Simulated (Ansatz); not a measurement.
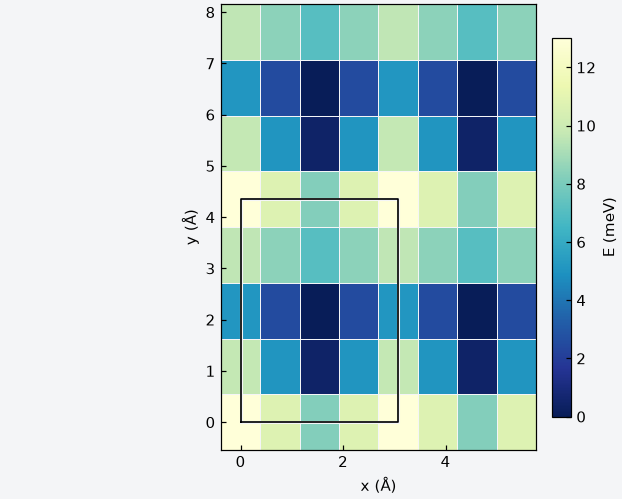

Energy landscape of H on a SiC(110) slab cut from the F-43m phase, its upper half relaxed before the scan (32 atoms of substrate and one adsorbate in a 2 × 2 cell). H is moved over the surface cell at a fixed height above a rigid substrate; the origin of the map has the adsorbate above C29; the height is held at 3.10 Å. Places are given modulo a cell vector. The map is drawn in real space over the plane of the surface. The grid has 4 × 4 points; 12 points were computed and 4 follow by symmetry. Places are given in fractions of the 1 × 1 surface cell. Energies: meV, counted from the lowest grid point. At a fixed height the lowest place need not be the adsorption site. Method: Ansatz 0.2.0, DFT PBE+D3(BJ), scalar-relativistic, plane waves, PAW. Settings: cutoff 420 eV, k-mesh 5×3×1, gaussian smearing 0.05 eV, spin-polarised.

In the figure: one coloured cell a grid point, the outline of one cell of the 2 × 2 shown. 

### Summarise what can be read from the map.

The lowest grid point is at (2/4, 2/4) of the cell vectors [nearest 1 Si at 3.60 Å]. The highest grid point, the top site over a surface C atom, (0/4, 0/4) of the cell vectors, lies 13.0 meV above the lowest. At the lowest point the adsorbate has 1 Si at 3.60 Å as nearest neighbours, at the highest 1 C at 3.10 Å.

The values on the grid:

```csv
"second ↓, first →",0/4,1/4,2/4,3/4
3/4,9.6,8.4,7.1,8.4
2/4,5.1,2.5,0.0,2.5
1/4,9.7,5.1,0.4,5.1
0/4,13.0,10.7,8.2,10.7
```

The input of one point:

```yaml
crystal:
  lattice:
    - [6.1500408254, 0.0, 0.0]
    - [0.0, 8.6974711445, 0.0]
    - [0.0, 0.0, 22.0240399528]
  atoms:
    - { symbol: Si, position: [0.25, 0.25, 0.1816197214] }
    - { symbol: Si, position: [0.25, 0.75, 0.1816197214] }
    - { symbol: Si, position: [0.75, 0.25, 0.1816197214] }
    - { symbol: Si, position: [0.75, 0.75, 0.1816197214] }
    - { symbol: C, position: [0.0, 0.125, 0.1816197214] }
    - { symbol: C, position: [0.0, 0.625, 0.1816197214] }
    - { symbol: C, position: [0.5, 0.125, 0.1816197214] }
    - { symbol: C, position: [0.5, 0.625, 0.1816197214] }
    - { symbol: Si, position: [0.0, 0.0, 0.2514302652] }
    - { symbol: Si, position: [0.0, 0.5, 0.2514302652] }
    - { symbol: Si, position: [0.5, 0.0, 0.2514302652] }
    - { symbol: Si, position: [0.5, 0.5, 0.2514302652] }
    - { symbol: C, position: [0.25, 0.375, 0.2514302652] }
    - { symbol: C, position: [0.25, 0.875, 0.2514302652] }
    - { symbol: C, position: [0.75, 0.375, 0.2514302652] }
    - { symbol: C, position: [0.75, 0.875, 0.2514302652] }
    - { symbol: Si, position: [0.25, 0.2487676401, 0.3241346089] }
    - { symbol: Si, position: [0.25, 0.7487676401, 0.3241346089] }
    - { symbol: Si, position: [0.75, 0.2487676401, 0.3241346089] }
    - { symbol: Si, position: [0.75, 0.7487676401, 0.3241346089] }
    - { symbol: C, position: [0.0, 0.1276672686, 0.3228359847] }
    - { symbol: C, position: [0.0, 0.6276672686, 0.3228359847] }
    - { symbol: C, position: [0.5, 0.1276672686, 0.3228359847] }
    - { symbol: C, position: [0.5, 0.6276672686, 0.3228359847] }
    - { symbol: Si, position: [0.0, 0.9750565934, 0.3803269229] }
    - { symbol: Si, position: [0.0, 0.4750565934, 0.3803269229] }
    - { symbol: Si, position: [0.5, 0.9750565934, 0.3803269229] }
    - { symbol: Si, position: [0.5, 0.4750565934, 0.3803269229] }
    - { symbol: C, position: [0.25, 0.3762727029, 0.3915739334] }
    - { symbol: C, position: [0.25, 0.8762727029, 0.3915739334] }
    - { symbol: C, position: [0.75, 0.3762727029, 0.3915739334] }
    - { symbol: C, position: [0.75, 0.8762727029, 0.3915739334] }
    - { symbol: H, position: [0.5, 0.6262727029, 0.5323292174], spin: 1.0 }
basis:
  ecutwfc: 420
kpoints:
  mp_grid: { grid: [5, 3, 1] }
hamiltonian:
  xc: pbe
  pseudopotentials: { kind: paw, azcp: { folder: soft_1 } }
  dispersion: d3bj
scf:
  occupations: { method: gaussian, width: 0.05 }
output:
  forces: true
  eigenvalues: true
  populations: true
  write_density: true
  write_potential: true
  elf: true
  volumetric_format: npy
magnetization:
  spin_polarized: true
efield:
  axis: 3
  dipole_correction: true
  ramp_width: 0.04
```

The whole map (12 points run) took 20 min on 4 threads of Arm Neoverse V1 (shared host).
